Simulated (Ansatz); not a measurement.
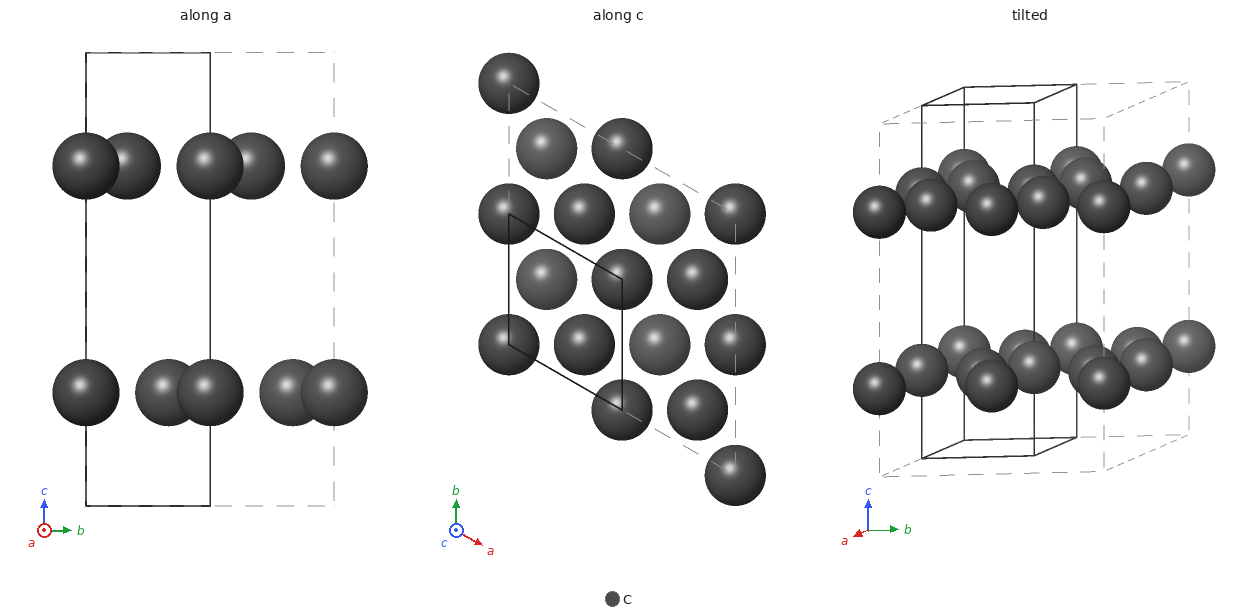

Drawn in the spheres-only manner and seen along the a axis, along the c axis and slightly off an axis. One conventional unit cell is drawn solid; the view covers 2×2×1 cells. Cell: a = 2.467 Å, b = 2.467 Å, c = 7.803 Å, α = 90.00°, β = 90.00°, γ = 120.00°.

What structure is drawn here?

- The element is carbon.
- Space group P6_3/mmc (No. 194), lattice primitive hexagonal.
- Structure type: graphite type.
- The cell holds four atoms.
- About every C there are three C in a trigonal planar arrangement at about 1.4 Å.

Its origin is a structure listed in the Materials Project. Earlier steps of the study may have refined or changed the cell and positions. A calculation with Ansatz used it as input.
